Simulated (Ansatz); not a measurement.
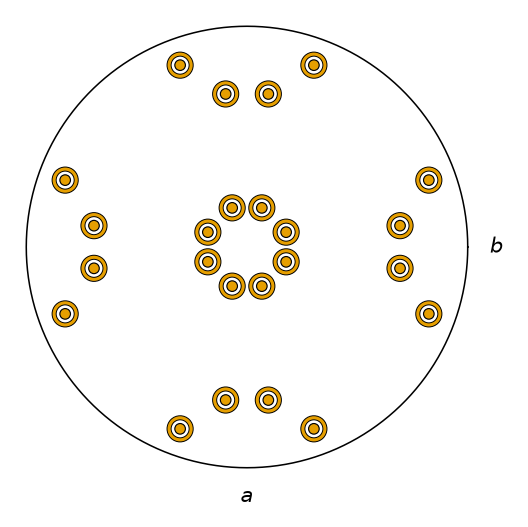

Stereographic projection: filled dots lie in the upper hemisphere, open rings in the lower. The c axis points at the viewer. The poles are all faces of one general form. Computed from the symmetry operations of a computed or model structure of composition Re, which need not be its known form.

Q: Which point group is this?

A: m-3m (Oh), order 48, cubic system: three fourfold axes, four threefold axes, six twofold axes, nine mirror planes, an inversion centre.

Q: Can such a crystal be piezoelectric, pyroelectric or chiral?

A: It is centrosymmetric, so neither piezoelectric nor pyroelectric; it is not chiral.
